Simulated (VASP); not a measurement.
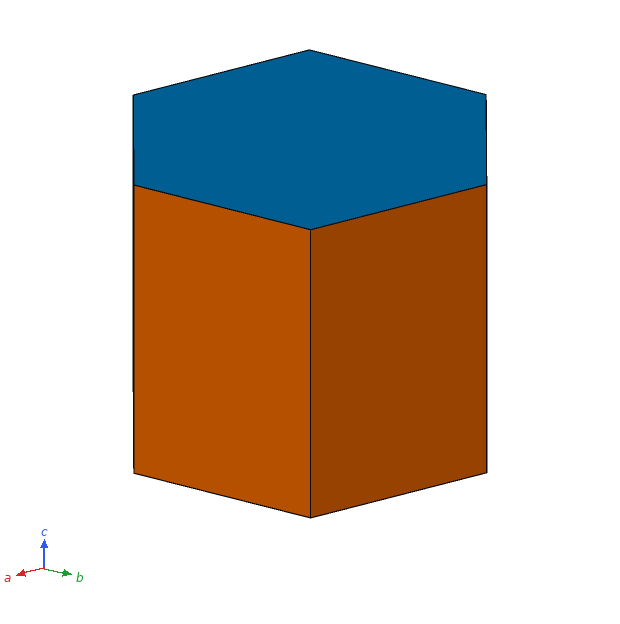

Crystal habit computed by the BFDH rule (growth rate of a face proportional to 1/d, systematic absences taken into account). This is a geometric estimate, not an energy calculation. Faces of one form share a colour. Cell of Si: space group P6/mmm (No. 191), a = 2.633 Å, b = 2.633 Å, c = 2.505 Å, α = 90.00°, β = 90.00°, γ = 120.00°. Origin: the end point of a relaxation with VASP, VASP Kohn-Sham DFT of a periodic cell, PBE, VASP PAW PBE potentials, gw, light. Forms under 0.4 % of the area are left out.

Question: Which form is which colour?

Answer: orange: {100} (d = 2.28 Å, 65 % of the area); blue: {001} (d = 2.51 Å, 35 % of the area).
